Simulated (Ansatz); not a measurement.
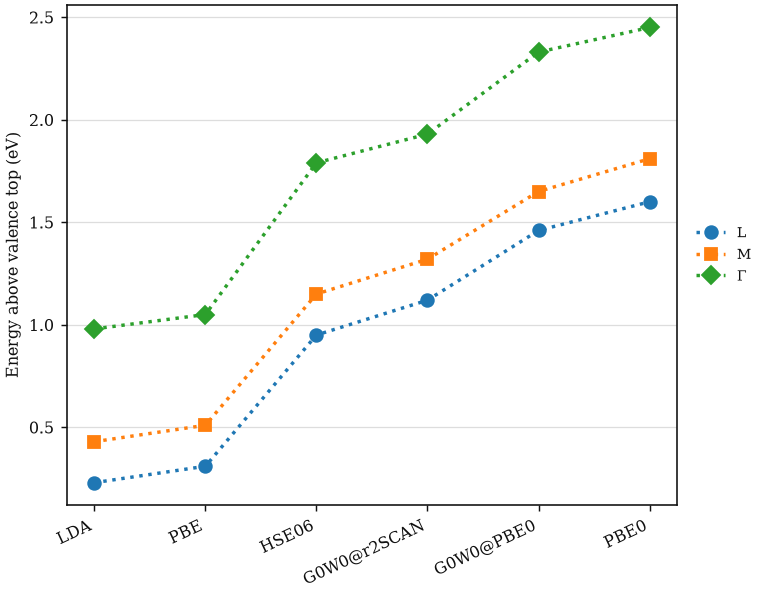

Lowest conduction level at each named k point, counted from the valence-band top at Γ, by several methods on one cell of CdI2-type ZrSe₂, space group P-3m1 (No. 164), 3 atoms in the cell, relaxed with r2SCAN+rVV10; a = 3.788 Å, c = 6.180 Å (hexagonal axes). All runs are without spin-orbit coupling and carry no moments.

How do the methods rank at L?

Answer. From low to high: LDA 0.23, PBE 0.31, HSE06 0.95, G0W0@r2SCAN 1.12, G0W0@PBE0 1.46, PBE0 1.60 eV.

Do the methods agree on which of these conduction levels is lowest?

Answer. Yes: all put it at L.

| method | program | L (eV) | M (eV) | Γ (eV) |
| --- | --- | --- | --- | --- |
| LDA | Ansatz | 0.23 | 0.43 | 0.98 |
| PBE | Ansatz | 0.31 | 0.51 | 1.05 |
| HSE06 | Ansatz | 0.95 | 1.15 | 1.79 |
| G0W0@r2SCAN | Ansatz | 1.12 | 1.32 | 1.93 |
| G0W0@PBE0 | Ansatz | 1.46 | 1.65 | 2.33 |
| PBE0 | Ansatz | 1.60 | 1.81 | 2.45 |

Settings. LDA: Ansatz PAW set, 12×12×4 k mesh, 420 eV cutoff, fixed occupations (Ansatz 0.2.0). PBE: Ansatz PAW set, 12×12×4 k mesh, 420 eV cutoff, Fermi-Dirac smearing of 0.02 eV (Ansatz). HSE06: Ansatz PAW set, 6×6×4 k mesh, 420 eV cutoff, fixed occupations (Ansatz 0.2.0). G0W0@r2SCAN: r2SCAN, Ansatz PAW set, 6×6×4 k mesh, 500 eV cutoff, fixed occupations (Ansatz 0.2.0), G0W0 with empty bands 421, screening cutoff 180 eV and frequency treatment contour deformation. G0W0@PBE0: PBE0, Ansatz PAW set, 6×6×4 k mesh, 420 eV cutoff, fixed occupations (Ansatz), G0W0 with empty bands 421, screening cutoff 180 eV and frequency treatment contour deformation. PBE0: Ansatz PAW set, 6×6×4 k mesh, 420 eV cutoff, fixed occupations (Ansatz 0.2.0).

These are six of the 11 methods that were run on this cell. Spin-orbit coupling is left out, which matters for Se. LDA, HSE06, G0W0@r2SCAN, G0W0@PBE0 and PBE0: the PAW data sets were made with another functional. LDA, GGA and most meta-GGA functionals understate gaps. HSE06 and PBE0: the k mesh is thin for exact exchange. G0W0@r2SCAN and G0W0@PBE0: the k mesh is thin for GW. The GW values are at finite bands, cutoffs and mesh, short of the basis limit.
